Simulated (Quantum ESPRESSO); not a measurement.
# Collinear magnetic orders of MnCuAs (P4/nmm) in PBE: energies and a three-shell coupling model

We calculate the energies of several collinear arrangements of the Mn moments in tetragonal MnCuAs, with PBE and fixed atoms. Each energy is given per Mn atom relative to the parallel order, so a negative value means that the order lies below the ferromagnetic one. We ask which arrangement is lowest, and whether pair couplings to the neighbours at 3.36, 3.70 and 5.04 Å reproduce the energies. The answer matters for antiferromagnetic spintronics, where a metal without net moment is to carry and switch information: the order fixes the symmetry on which electrical switching relies, and the couplings set how well the order withstands heat.

## Set-up

One system, MnCuAs (P4/nmm), 6 atom(s) a primitive cell, from cells of the Materials Project database (relaxed there by DFT). Quantum ESPRESSO 7.5, plane waves with GBRV 1.5 PBE pseudopotentials, cutoff 544 eV, Fermi-Dirac smearing of 0.05 eV, k meshes whose coarsest spacing along a reciprocal vector is 0.21 to 0.32 1/Å over all runs (2π included). Functional: PBE, no Hubbard U; collinear spins, no spin-orbit coupling. Atoms are fixed. Each order is started from typed moments on Mn, in the primitive cell or in a cell doubled at wavevector q (fractions of the primitive reciprocal vectors), on meshes of about the same density or denser; only runs that kept their pattern of signs are listed. Runs that did not converge or carry a known fault are not listed. The same in all rows: metal or insulator in the row's run, judged by its smearing entropy or density of states at the Fermi energy (a gap under a few smearing widths counts as a metal): metal.

Notes on method and selection:

- In a Heisenberg model with E = -sum over ordered pairs of J e_i.e_j, the energy per magnetic atom is E0 less the sum over shells of J times the listed sum; further shells and changes of moment size are outside it.
- Each state is what a run reaches from typed starting moments; only a few collinear orders were started, so the lowest found need not be the ground state. Spin-orbit coupling is left out of these energies, which are free energies at the smearing width. A magnetic atom is one that was given a starting moment.
- Site moments count the spin inside each program's own atomic sphere, so they depend somewhat on its radius and leave out the spin between the spheres.
- Quantum ESPRESSO sets the radius of an element's spheres to about 0.41 of its shortest distance to a neighbour.
- The shell on the horizontal axis is the one of the three whose sum correlates best with the energies.
- Runs that did not converge, have known faults or may not be shown are not listed, and runs on Ansatz's PAW sets soft_1 and soft_2 are kept to separate tables.

Columns:

- shell at 3.36 Å: sum of e_i.e_j over the 4 Mn neighbours at 3.36 Å, mean over magnetic atoms (+1 parallel, -1 opposed).
- shell at 3.70 Å: sum of e_i.e_j over the 4 Mn neighbours at 3.70 Å, mean over magnetic atoms (+1 parallel, -1 opposed).
- shell at 5.04 Å: sum of e_i.e_j over the 4 Mn neighbours at 5.04 Å, mean over magnetic atoms (+1 parallel, -1 opposed).
- moment (μB): largest site spin moment.
- net moment (μB): size of the net spin moment per magnetic atom.
- energy (meV): energy less that of the parallel order, per magnetic atom.

Input lines of one member:

```
&SYSTEM
  ecutwfc = 40
  ecutrho = 280
  nbnd = 54
  occupations = 'smearing'
  smearing = 'fd'
  degauss = 0.00367493
  nspin = 2
  starting_magnetization(1) = 0.2333
  starting_magnetization(2) = 0
  starting_magnetization(3) = 0
/
&ELECTRONS
  conv_thr = 1.2d-08
  mixing_beta = 0.3
/
K_POINTS automatic
8 8 8 0 0 0
```

Command (options for logging and memory left out): `pw.x -in pw.in`

## Results

| member | shell at 3.36 Å | shell at 3.70 Å | shell at 5.04 Å | moment (μB) | net moment (μB) | energy (meV) |
| --- | --- | --- | --- | --- | --- | --- |
| opposed +- | −4 | 4 | −4 | 3.40 | 0.0000 | −152.6 |
| opposed q=(0,0,1/2) +-+- | −4 | 4 | 4 | 3.42 | 0.0000 | −117.6 |
| opposed q=(1/2,1/2,1/2) +-+- | 0 | −4 | 0 | 3.41 | 0.0000 | ? |
| opposed q=(0,1/2,0) +-+- | 0 | 0 | 0 | 3.40 | 0.0000 | 0.4 |
| opposed q=(0,0,1/2) +--+ | 4 | 4 | −4 | 3.44 | 0.0001 | −76.6 |
| parallel ++ | 4 | 4 | 4 | 3.44 | 3.6519 | 0.0 |

Cells marked ? are withheld until the estimate has been made.

## Interpretation

Among the five orders with a shown energy, the +- order in the primitive cell is lowest, at −152.6 meV. The next, q=(0,0,1/2) +-+-, lies −117.6 + 152.6 = 35.0 meV higher. In both, the Mn neighbours at 3.36 Å are opposed and those at 3.70 Å are parallel; the lowest order also has opposed neighbours at 5.04 Å.

Four of the orders share parallel neighbours at 3.70 Å and combine both signs of the other two shells. Averaged over these four, turning the 3.36 Å shell from parallel to opposed lowers the energy by (152.6 + 117.6 − 76.6 − 0.0) / 2 = 96.8 meV, which gives J = −96.8 / 8 = −12.1 meV. The same average for the 5.04 Å shell gives a lowering of (152.6 + 76.6 − 117.6 − 0.0) / 2 = 55.8 meV and J = −7.0 meV. Both couplings favour opposed moments. This is the sign expected when Mn d shells near half filling gain energy by hopping, directly or through As, between opposed neighbours.

The coupling at 3.70 Å rests on one row, q=(0,1/2,0), where all three sums vanish. It lies at 0.4 meV, against a mean of (−152.6 − 117.6 − 76.6 + 0.0) / 4 = −86.7 meV for the other four. The difference is 0.4 + 86.7 = 87.1 meV, so J = 87.1 / 4 = +21.8 meV, favouring parallel moments. Exchange carried by the conduction electrons is a possible cause.

The model is only approximate. Opposing the 5.04 Å shell gains 76.6 meV when the 3.36 Å neighbours are parallel, but 35.0 meV when they are opposed; additive couplings require equal gains. The least-squares fit therefore misses each of these four orders by (76.6 − 35.0) / 4 = 10.4 meV, and it passes through the fifth because nothing else fixes the 3.70 Å coupling. The site moments vary only from 3.40 to 3.44 μB, so a change in moment size is a less likely cause than couplings to further shells.

## An estimate before looking

Plain estimates from the members shown:

- opposed q=(1/2,1/2,1/2) +-+-, mean of the 5 members shown: −69.3 meV, standard deviation 62

The order q=(1/2,1/2,1/2) +-+- has all four neighbours at 3.70 Å opposed, while its sums over the other two shells vanish. No shown order has a negative sum at 3.70 Å, so the plain mean of −69.3 meV ignores the feature that sets this order apart. We use the three-shell model instead.

With E0 = 0.4 meV and four times the coupling at 3.70 Å, which is 87.1 meV, the energy is 0.4 + 87.1 = 87.5 meV. The order should thus lie above the parallel one.

As a trial, the parallel order predicted from the other rows comes out at −117.6 − 76.6 + 152.6 = −41.6 meV, against 0.0 in the table. Leaving out each of the four orders with parallel 3.70 Å neighbours in turn gives the same size of miss, 41.6 meV; the mean of the remaining rows misses them by 74 meV (root mean square).

For the error bar, four residuals of 10.4 meV with one degree of freedom give a scatter of 20.8 meV. The estimate is twice the energy of the q=(0,1/2,0) order less the mean of the other four, so its error is 20.8 × √(4 + 1/4 + 1) = 48 meV, where the last 1 stands for the new order's own scatter about the model. The main risk is the in-plane diagonal shell at 3.70 × √2 = 5.23 Å: it is opposed in the q=(0,1/2,0) order but parallel here, and each meV of its coupling would shift the result by 16 meV.

**Committed estimate, opposed q=(1/2,1/2,1/2) +-+-: energy = 88 ± 48 meV.**

## The withheld result

| member | shell at 3.36 Å | shell at 3.70 Å | shell at 5.04 Å | moment (μB) | net moment (μB) | energy (meV) |
| --- | --- | --- | --- | --- | --- | --- |
| opposed q=(1/2,1/2,1/2) +-+- | 0 | −4 | 0 | 3.41 | 0.0000 | −71.5 |

| member | estimate | energy (meV) | computed | estimate − computed | miss in error bars |
| --- | --- | --- | --- | --- | --- |
| opposed q=(1/2,1/2,1/2) +-+- | committed | 88.0 | −71.5 | +159.5 | 3.3 |
| opposed q=(1/2,1/2,1/2) +-+- | mean | −69.3 | −71.5 | +2.2 |  |

energy (meV) against shell at 3.36 Å (numbers count the rows of the first table from the top):

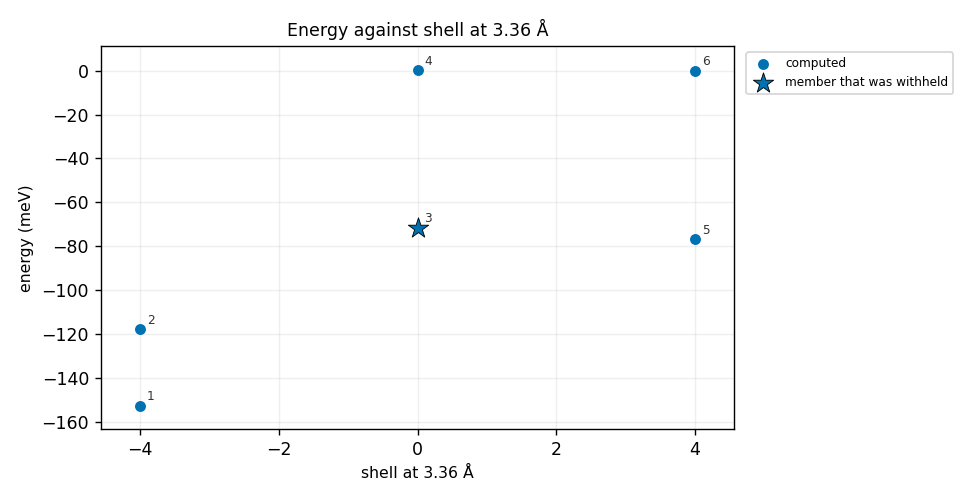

The estimate of 88 ± 48 meV failed. The computed energy is −71.5 meV, so the miss is 159.5 meV, or 3.3 error bars, and the sign relative to the parallel order was wrong too. The plain mean came within 2.2 meV, though with a standard deviation of 62 meV so close a hit says little about the mean as a method.

The failed step was to assign the whole height of the q=(0,1/2,0) order to the coupling at 3.70 Å. That gave +21.8 meV. With the new row, the orders with parallel and with fully opposed 3.70 Å neighbours can be compared directly: −71.5 + 86.7 = 15.2 meV, or 15.2 / 8 = +1.9 meV for the coupling if further shells are ignored. It still favours parallel moments, but weakly.

The risk we had named, the in-plane diagonal neighbours at 5.23 Å, has the right sign to explain the miss if their coupling favours parallel moments. Our error bar did not cover it, because it came from four orders in which those neighbours are always parallel.

## Where the trend breaks

Refitted to all six orders, the three-shell model gives couplings of about −12, +5 and −7 meV at 3.36, 3.70 and 5.04 Å. The q=(0,1/2,0) order lies farthest from it, 61 meV above the fit. It is the only order with opposed in-plane diagonal neighbours, so a coupling that favours parallel moments there would raise it alone. The q=(1/2,1/2,1/2) order lies 30 meV below the fit, largely because the line in the 3.70 Å sum is pulled up by the first outlier.

The two q=(0,0,1/2) orders lie 18 meV below the fit, while the +- and parallel orders lie 3 meV above it. The first pair has opposed moments in successive cells along the tetragonal axis and the second pair has parallel ones, so a coupling of −10.4 / 2 = −5.2 meV to the two Mn neighbours one cell away along that axis would account for the failure of additivity noted earlier.

With both extra shells included, the diagonal coupling comes to about +8 meV and the one at 3.70 Å to about +3 meV. That model has six parameters for six energies, so its exact fit is no test of it.

## What to take away

The +- order of the primitive cell is the lowest of the six collinear orders listed, 35.0 meV per Mn below the next. In it the two Mn sites that inversion exchanges carry opposite moments, the symmetry that lets a current exert a staggered torque on them. Other orders, including non-collinear ones, could lie lower.

Three shells do not account for the energies. When each order is predicted from the other five, the typical miss (root mean square) is 83 meV, against 68 meV for the mean of the others. We therefore offer no rule for a further order. Testing the model with the two extra shells would take at least one further order, preferably another with opposed in-plane diagonal neighbours.

The energies span 0.4 + 152.6 = 153.0 meV, against which the omitted effects can be weighed. A Hubbard U on Mn would usually weaken the antiferromagnetic exchange, perhaps by some tens of meV per Mn, which is comparable with the gap between the two lowest orders. Spin-orbit coupling, roughly 1 meV or less here, mainly sets the direction of the moments.

[Logs are printed without paths, hosts, clocks, repeated set-up lines and the standing remarks that a program may print on its own settings, such as how far it seeks lower states.]
